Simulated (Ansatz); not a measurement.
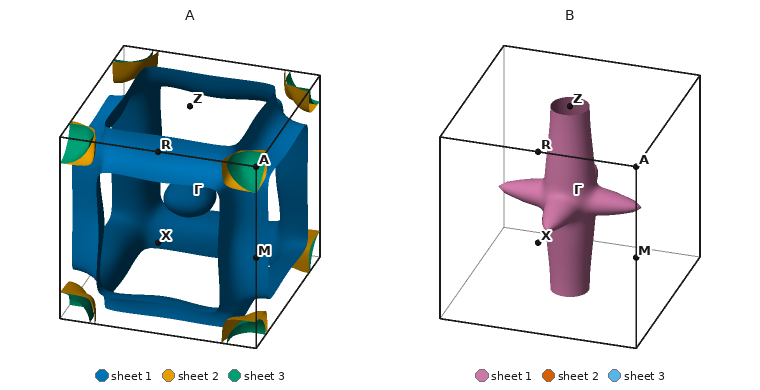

Constant-energy surfaces of BaTiO$_{3}$ (P4mm) near its two band edges (0.30 eV into the valence band, 0.30 eV into the conduction band), in unknown order.

All numbers here come from Ansatz 0.2.0, DFT PBE, scalar-relativistic, plane waves, PAW; levels and slopes on a dense k mesh at the converged density. No spin polarisation. Mesh 24×24×24, interpolated with the band slopes. Cell and positions as given, without relaxation (largest force 0.3 eV/Å).

Masses come from a second pass at points close to the extrema; at the energies drawn a band may no longer be parabolic.

**Which panel shows the holes and which the electrons?**

A shows the valence band (holes), B the conduction band (electrons).

**Describe the extrema and the gap.**

Valence band (extrema up to 0.30 eV from the edge): one maximum at A, nearly flat in one direction, with masses 0.81 and 0.81 mₑ across; four equivalent maxima on the Γ–X line, 0.23 eV below the edge, principal masses 0.64, 0.67 and 4.03 mₑ. Band 20 forms the valence edge; band 19 begins 0.08 eV lower (on the R–A line) and band 18 begins 0.08 eV lower (at A). The surfaces also take in M, R and Γ, where this band lies 0.05, 0.13 and 0.25 eV below its edge, so they needn't be separate pockets.
Conduction band (extrema up to 0.30 eV from the edge): one minimum at Γ, principal masses 0.42, 0.42 and 7.72 mₑ. Band 21 forms the conduction edge; band 22 begins 0.21 eV higher (at Γ) and band 23 begins 0.21 eV higher (at Γ). The surfaces also take in Z, where this band lies 0.13 eV above its edge, so they needn't be separate pockets.
The gap is indirect, 1.84 eV at this level of theory (semilocal functionals give gaps that are too small, and can reorder valleys that lie close).

Where one band's surface lies inside another's, the outer one hides all or part of it.

Spin-orbit coupling, left out here, can change the gap, its kind, the place of the band edges and the masses, since the compound holds Ba.
